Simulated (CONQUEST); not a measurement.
## A series of single points on Ca

System: Ca (2 atoms in the cell).
Method: Kohn-Sham DFT of a periodic cell, PBE, PseudoDojo NC PBE, no spin polarisation (CONQUEST 1.3).

The 7 runs differ only in the geometry, by an even scaling of the cell at fixed fractional positions. The structure derives from an entry of the Crystallography Open Database.

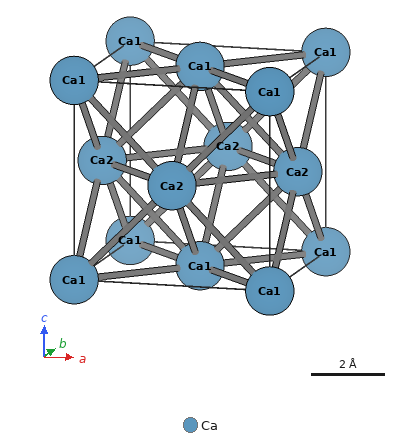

Figure 1. The structure of run 4 (ball-and-stick view of the cell 2 times as large as that of the calculation, set on its symmetry axes, seen slightly off an axis; atoms are numbered from 1 in the order of the input).

### Input of run 4
```
IO.Title Ca
IO.Coordinates coords.dat
IO.FractionalAtomicCoords T
IO.Iprint 2
IO.Iprint_init 1
General.NumberOfSpecies 1
General.PseudopotentialType hamann
AtomMove.TypeOfRun static
AtomMove.FullStress T
Grid.PointsAlongX 40
Grid.PointsAlongY 40
Grid.PointsAlongZ 60
DM.SolutionMethod diagon
Diag.MPMesh T
Diag.GammaCentred T
Diag.MPMeshX 7
Diag.MPMeshY 7
Diag.MPMeshZ 5
Diag.kT 0.00183747
minE.SCTolerance 1e-6
SC.MaxIters 100
IO.AtomChargeOutput T
%block ChemicalSpeciesLabel
1 40.080 Ca
%endblock
```

Command:
```bash
Conquest
```

Lattice vectors (Å) and fractional positions of run 4:
```
   3.951596    0.000000    0.000000
   0.000000    3.951596    0.000000
   0.000000    0.000000    5.588400
Ca  0.000000  0.000000  0.000000
Ca  0.500000  0.500000  0.500000
```

Run 3 has the same physical settings and fractional positions; its lattice vectors (Å) are:
```
   3.925074    0.000000    0.000000
   0.000000    3.925074    0.000000
   0.000000    0.000000    5.550893
```

### Results, with one run withheld

| run | volume per atom (Å³) | free energy per atom, from the lowest run given (meV) | pressure (GPa) |
| --- | --- | --- | --- |
| 1 | 41.014 | 5.36 | 0.95 |
| 2 | 41.886 | 1.42 | 0.50 |
| 3 | 42.759 | ? | ? |
| 4 | 43.632 | 0.00 | −0.23 |
| 5 | 44.504 | 2.18 | −0.57 |
| 6 | 45.377 | 6.08 | −0.87 |
| 7 | 46.250 | 11.61 | −1.15 |

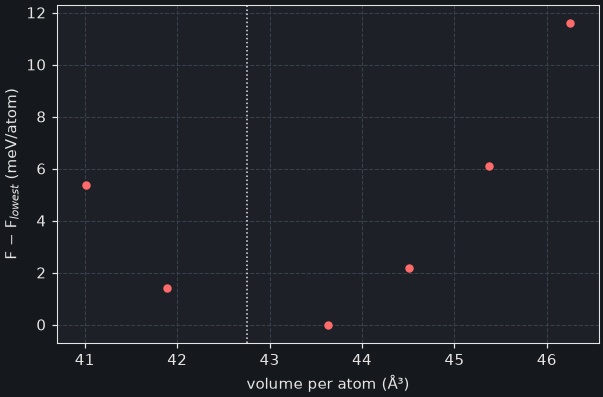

Figure 2. Free energy per atom of the runs given; the dotted line marks run 3.

What should run 3 give?

A cubic polynomial in V^(−2/3) (the Birch–Murnaghan form), fitted to the 6 runs given, misses them by at most 0.01 meV per atom. With x = V^(−2/3) − 0.08059 Å⁻², it reads F = 0.11632 − 1337.2 x + 8.3048e+05 x² − 5.2466e+06 x³ (meV per atom). At run 3 it gives −0.31 meV per atom, and the run itself gives −0.32. The slope of the fit gives a pressure −dF/dV of 0.13 GPa there, and the run prints 0.12 GPa. The fit has its minimum at 43.058 Å³ per atom, where V d²F/dV² gives 17.9 GPa: the bulk modulus at this level, since symmetry fixes the shape and the positions.

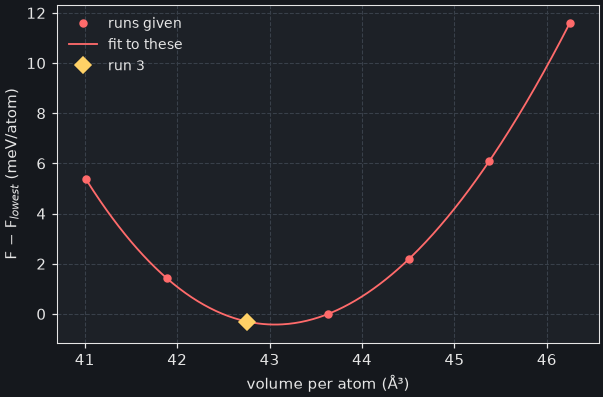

Figure 3. The fit and the withheld run.

### Some lines of the output (run 3)
```
[...]
      Using Fermi-Dirac smearing
          Free Energy (E-TS)               :       -77.411545236881381 Ha
          DFT Total Energy                 :       -77.411289280346494 Ha
          Free Energy (E-TS)               :       -77.411794719101863 Ha
          DFT Total Energy                 :       -77.411315392643473 Ha
          Free Energy (E-TS)               :       -77.411880325926148 Ha
          DFT Total Energy                 :       -77.411315147472067 Ha
          Free Energy (E-TS)               :       -77.411879424526759 Ha
          DFT Total Energy                 :       -77.411317417769354 Ha
          Free Energy (E-TS)               :       -77.411879391051230 Ha
          DFT Total Energy                 :       -77.411317312555468 Ha
      | Free Energy as E-TS      =       -77.411879391051230 Ha
      |* DFT total energy        =       -77.411317312555468 Ha
    force: Average pressure:      0.11647305 GPa
```

Notes: With a small basis of atomic orbitals these values can differ much from converged plane-wave results.
